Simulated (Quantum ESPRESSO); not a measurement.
## SrO: band-structure run (part 2 of 2)

SrO (2 atoms in the cell); Kohn-Sham DFT of a periodic cell, vdW-DF2, PseudoDojo 0.5 SR PBE standard, no spin polarisation (Quantum ESPRESSO 7.5); cutoff 1142.88 eV, 9×9×9 k-mesh, fermi-dirac of 0.05 eV. The structure derives from an entry of the Crystallography Open Database. The geometry was changed: volume scaled by 1.25.

### The program's output, continued
```
   -27.4698 -10.3348  -9.3350  -9.3255  -8.0751   4.2658   5.0691   5.1587
    11.2590  12.0255  13.3512  13.4239  15.2895  15.4700

          k = 0.5556-0.3333 0.5556 (  3705 PWs)   bands (ev):

   -27.4661 -10.3859  -9.3543  -9.3166  -8.0313   4.1782   5.0487   5.0687
    11.4721  12.3120  13.4231  13.6073  15.6123  15.9055

          k = 0.4444-0.2222 0.4444 (  3703 PWs)   bands (ev):

   -27.4734 -10.2961  -9.3573  -9.2973  -8.0906   4.3068   5.0815   5.2300
    11.3048  11.8064  12.9261  13.2575  15.1646  15.2519

          k = 0.3333-0.1111 0.3333 (  3705 PWs)   bands (ev):

   -27.4882 -10.0860  -9.3393  -9.2763  -8.2502   4.6321   5.2463   5.4768
    10.6854  11.1321  12.2612  12.7835  14.2850  14.5268

          k = 0.2222-0.0000 0.2222 (  3695 PWs)   bands (ev):

   -27.5036  -9.8100  -9.3029  -9.2637  -8.4855   5.0793   5.4819   5.6697
     9.6607  11.1442  11.7726  12.1587  13.6508  13.8954

          k = 0.0000 0.4444 0.0000 (  3699 PWs)   bands (ev):

   -27.4910  -9.8885  -9.3331  -9.3331  -8.4368   4.7574   5.6470   5.6470
    10.1411  10.2455  12.8200  12.8200  13.7098  14.4176

          k =-0.1111 0.5556-0.1111 (  3690 PWs)   bands (ev):

   -27.4781 -10.0089  -9.3622  -9.3581  -8.3860   4.6636   5.4745   5.5432
    10.0967  10.9108  13.3259  13.4142  14.1602  14.7657

          k =-0.2222 0.6667-0.2222 (  3697 PWs)   bands (ev):

   -27.4660 -10.1398  -9.4116  -9.3657  -8.2977   4.6236   5.2018   5.3552
    10.4193  11.8473  13.4394  13.8129  14.9383  15.5139

          k = 0.6667-0.2222 0.6667 (  3702 PWs)   bands (ev):

   -27.4603 -10.2178  -9.4641  -9.3523  -8.2087   4.5274   5.1263   5.1786
    11.0499  12.1010  13.4670  13.8315  15.4089  16.4501

          k = 0.5556-0.1111 0.5556 (  3703 PWs)   bands (ev):

   -27.4639 -10.2282  -9.4757  -9.3241  -8.1580   4.4304   5.0865   5.2535
    11.4873  11.7132  13.2547  13.3623  15.3381  16.2827

          k = 0.4444 0.0000 0.4444 (  3703 PWs)   bands (ev):

   -27.4749 -10.1797  -9.4256  -9.2940  -8.1714   4.4590   5.1118   5.4114
    11.2043  11.3294  12.7209  13.1080  15.0119  15.2095

          k = 0.0000 0.6667 0.0000 (  3691 PWs)   bands (ev):

   -27.4692  -9.9196  -9.3926  -9.3926  -8.5617   4.7848   5.6088   5.6088
     9.5767  11.1871  14.0368  14.0368  14.1715  14.6173

          k =-0.1111 0.7778-0.1111 (  3705 PWs)   bands (ev):

   -27.4602  -9.9060  -9.4623  -9.4073  -8.6052   4.9262   5.4565   5.5363
     9.5942  11.8591  13.8222  14.3255  14.7106  15.3486

          k = 0.7778-0.1111 0.7778 (  3702 PWs)   bands (ev):

   -27.4552  -9.9443  -9.5889  -9.3957  -8.4776   4.9868   5.1938   5.3722
    10.1202  12.5417  13.1201  14.4146  15.0571  16.3041

          k = 0.6667-0.0000 0.6667 (  3717 PWs)   bands (ev):

   -27.4567 -10.0811  -9.5862  -9.3630  -8.3000   4.6999   5.1982   5.2212
    10.9377  12.1166  13.1893  13.9807  15.2683  16.0421

          k = 0.0000 0.8889 0.0000 (  3720 PWs)   bands (ev):

   -27.4551  -9.7637  -9.4312  -9.4312  -8.8670   5.0964   5.6112   5.6112
     9.2127  11.9820  14.5196  14.5391  14.9315  14.9315

          k = 0.8889 0.0000 0.8889 (  3714 PWs)   bands (ev):

   -27.4531  -9.7019  -9.6066  -9.4267  -8.7684   5.1626   5.4460   5.5439
     9.4177  12.3158  13.7529  14.7007  14.9279  15.9831

          k =-0.2222 0.4444 0.0000 (  3703 PWs)   bands (ev):

   -27.4864 -10.0250  -9.3594  -9.3000  -8.3147   4.6617   5.3568   5.5605
    10.6042  10.6160  12.6673  12.9452  14.1114  14.6155

          k =-0.3333 0.5556-0.1111 (  3702 PWs)   bands (ev):

   -27.4724 -10.1746  -9.4044  -9.3224  -8.2102   4.5000   5.1576   5.3823
    10.8190  11.4887  13.1747  13.2909  14.8634  15.3103

          k = 0.5556-0.3333 0.7778 (  3704 PWs)   bands (ev):

   -27.4632 -10.2645  -9.4210  -9.3479  -8.1521   4.4183   5.0903   5.1861
    11.2932  11.8866  13.4431  13.6905  15.4117  16.1979

          k =-0.2222 0.6667 0.0000 (  3706 PWs)   bands (ev):

   -27.4671 -10.0258  -9.4232  -9.3853  -8.4117   4.7264   5.3391   5.5014
    10.0287  11.5486  13.4851  13.9433  14.5633  15.3003

          k = 0.6667-0.2222 0.8889 (  3702 PWs)   bands (ev):

   -27.4587 -10.0499  -9.4900  -9.4221  -8.3690   4.7927   5.1796   5.3550
    10.4377  12.0919  13.1568  14.3174  15.0961  16.2358

          k = 0.5556-0.1111 0.7778 (  3713 PWs)   bands (ev):

   -27.4567 -10.0886  -9.5385  -9.4062  -8.2970   4.7089   5.1990   5.2098
    11.1473  11.7075  13.2011  14.2585  15.3393  16.1362

          k = 0.4444 0.0000 0.6667 (  3710 PWs)   bands (ev):

   -27.4621 -10.1441  -9.5001  -9.3616  -8.2381   4.5744   5.1220   5.3235
    11.1060  11.6847  13.1330  13.7795  15.1936  16.2670

          k = 0.7778-0.1111 1.0000 (  3711 PWs)   bands (ev):

   -27.4547  -9.8167  -9.5494  -9.4646  -8.6246   5.0842   5.3358   5.4913
     9.6991  12.3221  13.3132  14.7901  14.9189  16.0464

          k = 0.6667-0.0000 0.8889 (  3715 PWs)   bands (ev):

   -27.4533  -9.8565  -9.6417  -9.4610  -8.4768   5.0386   5.1923   5.3568
    10.2930  12.4093  12.8355  14.8461  15.1061  16.1004

          k = 0.5556-0.1111 1.0000 (  3705 PWs)   bands (ev):

   -27.4539  -9.9284  -9.5483  -9.5354  -8.3943   4.9056   5.2108   5.2994
    10.9029  11.6485  12.9597  14.8830  15.2568  16.0399

     the Fermi energy is     7.1133 ev

!    total energy              =    -102.60424256 Ry
     estimated scf accuracy    <          3.3E-10 Ry
     smearing contrib. (-TS)   =      -0.00000000 Ry
     internal energy E=F+TS    =    -102.60424256 Ry

     The total energy is F=E-TS. E is the sum of the following terms:
     one-electron contribution =     -23.62564038 Ry
     hartree contribution      =      19.18999398 Ry
     xc contribution           =     -25.97315510 Ry
     ewald contribution        =     -72.19544106 Ry

     convergence has been achieved in  11 iterations

     Forces acting on atoms (cartesian axes, Ry/au):

     atom    1 type  1   force =     0.00000000    0.00000000   -0.00000000
     atom    2 type  2   force =    -0.00000000   -0.00000000    0.00000000

     Total force =     0.000000     Total SCF correction =     0.000000

     Computing stress (Cartesian axis) and pressure

          total   stress  (Ry/bohr**3)                   (kbar)     P=      -87.93
  -0.00059775   0.00000000   0.00000000          -87.93        0.00        0.00
   0.00000000  -0.00059775  -0.00000000            0.00      -87.93       -0.00
   0.00000000  -0.00000000  -0.00059775            0.00       -0.00      -87.93

=------------------------------------------------------------------------------=
   JOB DONE.
=------------------------------------------------------------------------------=
```

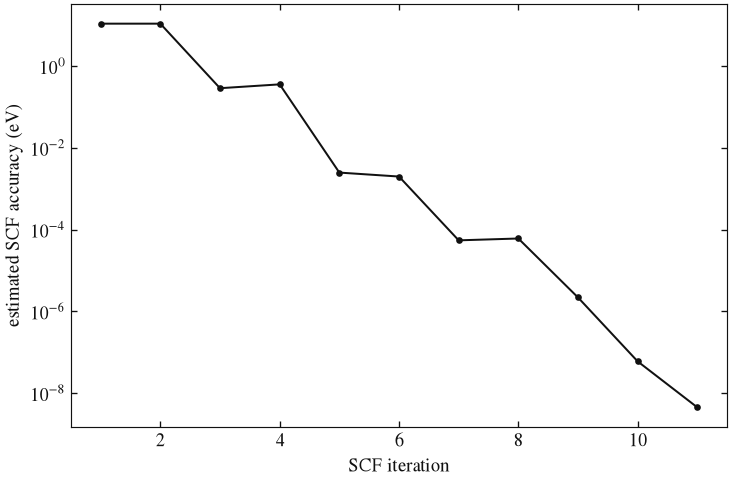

Fig. 1: Convergence of the self-consistent field: estimated SCF accuracy against the iteration. The field takes 11 iterations in all.

The run was set up as follows.

### Input file
```
&CONTROL
  calculation = 'scf'
  prefix = 'pwscf'
  outdir = './tmp'
  pseudo_dir = './pseudo'
  tprnfor = .true.
  tstress = .true.
  disk_io = 'low'
/
&SYSTEM
  space_group = 225
  A = 5.52892574
  nat = 2
  ntyp = 2
  ecutwfc = 84
  nbnd = 14
  input_dft = 'vdw-df2'
  occupations = 'smearing'
  smearing = 'fd'
  degauss = 0.00367493
/
&ELECTRONS
  conv_thr = 4d-10
  electron_maxstep = 120
  mixing_beta = 0.5
/
ATOMIC_SPECIES
Sr    87.6200 Sr.upf
O     15.9990 O.upf
ATOMIC_POSITIONS crystal_sg
Sr     0.5000000000    0.0000000000    0.0000000000
O      0.0000000000    0.0000000000    0.0000000000
K_POINTS automatic
9 9 9 0 0 0
```

### File bands.in
```
&CONTROL
  calculation = 'bands'
  prefix = 'pwscf'
  outdir = './tmp'
  pseudo_dir = './pseudo'
  disk_io = 'low'
  verbosity = 'high'
/
&SYSTEM
  space_group = 225
  A = 5.1326
  nat = 2
  ntyp = 2
  ecutwfc = 84
  nbnd = 14
  input_dft = 'vdw-df2'
  occupations = 'smearing'
  smearing = 'fd'
  degauss = 0.00367493
/
&ELECTRONS
  conv_thr = 1d-08
  electron_maxstep = 120
  mixing_beta = 0.5
  diago_full_acc = .true.
/
ATOMIC_SPECIES
Sr    87.6200 Sr.upf
O     15.9990 O.upf
ATOMIC_POSITIONS crystal_sg
Sr     0.5000000000    0.0000000000    0.0000000000
O      0.0000000000    0.0000000000    0.0000000000
K_POINTS crystal
60
 0.0000000000  0.0000000000  0.0000000000 1
 0.0625000000  0.0000000000  0.0625000000 1
 0.1250000000  0.0000000000  0.1250000000 1
 0.1875000000  0.0000000000  0.1875000000 1
 0.2500000000  0.0000000000  0.2500000000 1
 0.3125000000  0.0000000000  0.3125000000 1
 0.3750000000  0.0000000000  0.3750000000 1
 0.4375000000  0.0000000000  0.4375000000 1
 0.5000000000  0.0000000000  0.5000000000 1
 0.5000000000  0.0625000000  0.5625000000 1
 0.5000000000  0.1250000000  0.6250000000 1
 0.5000000000  0.1875000000  0.6875000000 1
 0.5000000000  0.2500000000  0.7500000000 1
 0.4375000000  0.3125000000  0.7500000000 1
 0.3750000000  0.3750000000  0.7500000000 1
 0.3375000000  0.3375000000  0.6750000000 1
 0.3000000000  0.3000000000  0.6000000000 1
 0.2625000000  0.2625000000  0.5250000000 1
 0.2250000000  0.2250000000  0.4500000000 1
 0.1875000000  0.1875000000  0.3750000000 1
 0.1500000000  0.1500000000  0.3000000000 1
 0.1125000000  0.1125000000  0.2250000000 1
 0.0750000000  0.0750000000  0.1500000000 1
 0.0375000000  0.0375000000  0.0750000000 1
 0.0000000000  0.0000000000  0.0000000000 1
 0.0625000000  0.0625000000  0.0625000000 1
 0.1250000000  0.1250000000  0.1250000000 1
 0.1875000000  0.1875000000  0.1875000000 1
 0.2500000000  0.2500000000  0.2500000000 1
 0.3125000000  0.3125000000  0.3125000000 1
 0.3750000000  0.3750000000  0.3750000000 1
 0.4375000000  0.4375000000  0.4375000000 1
 0.5000000000  0.5000000000  0.5000000000 1
 0.5250000000  0.4500000000  0.5250000000 1
 0.5500000000  0.4000000000  0.5500000000 1
 0.5750000000  0.3500000000  0.5750000000 1
 0.6000000000  0.3000000000  0.6000000000 1
 0.6250000000  0.2500000000  0.6250000000 1
 0.5833333333  0.2500000000  0.6666666667 1
 0.5416666667  0.2500000000  0.7083333333 1
 0.5000000000  0.2500000000  0.7500000000 1
 0.5000000000  0.2857142857  0.7142857143 1
 0.5000000000  0.3214285714  0.6785714286 1
 0.5000000000  0.3571428571  0.6428571429 1
 0.5000000000  0.3928571429  0.6071428571 1
 0.5000000000  0.4285714286  0.5714285714 1
 0.5000000000  0.4642857143  0.5357142857 1
 0.5000000000  0.5000000000  0.5000000000 1
 0.4821428571  0.4821428571  0.5357142857 1
 0.4642857143  0.4642857143  0.5714285714 1
 0.4464285714  0.4464285714  0.6071428571 1
 0.4285714286  0.4285714286  0.6428571429 1
 0.4107142857  0.4107142857  0.6785714286 1
 0.3928571429  0.3928571429  0.7142857143 1
 0.3750000000  0.3750000000  0.7500000000 1
 0.6250000000  0.2500000000  0.6250000000 1
 0.5937500000  0.1875000000  0.5937500000 1
 0.5625000000  0.1250000000  0.5625000000 1
 0.5312500000  0.0625000000  0.5312500000 1
 0.5000000000  0.0000000000  0.5000000000 1
```

Run as:
```bash
OMP_NUM_THREADS=1 pw.x -in pw.in > pw.out
OMP_NUM_THREADS=1 pw.x -in bands.in > bands.out
```

### Results in brief

```json
{"quantity": "outcome", "value": "converged"}
{"quantity": "space group (tolerance 0.01 Å)", "value": "Fm-3m (225)"}
{"quantity": "electrons treated", "value": "16"}
{"quantity": "free energy", "value": "−1396.0018 eV"}
{"quantity": "Fermi energy of the self-consistent step", "value": "7.113 eV"}
{"quantity": "gap on the k-point mesh", "value": "2.76 eV"}
{"quantity": "gap on the band path", "value": "2.76 eV"}
{"quantity": "pressure", "value": "−8.79 GPa"}
{"quantity": "largest force (length of the vector)", "value": "under 0.001 eV/Å"}
{"quantity": "hardware", "value": "1 thread of Intel Xeon @ 2.60GHz (Ice Lake), 24 GiB of memory available, shared host"}
{"quantity": "wall time", "value": "3.2 min"}
{"quantity": "peak memory", "value": "0.14 GiB"}
```

Further notes kept with the run: potentials made for another functional. Points of doubt noted for this run: potentials made for another functional. The cell is under a tension of 8.8 GPa at this level, so it is not at its equilibrium volume.
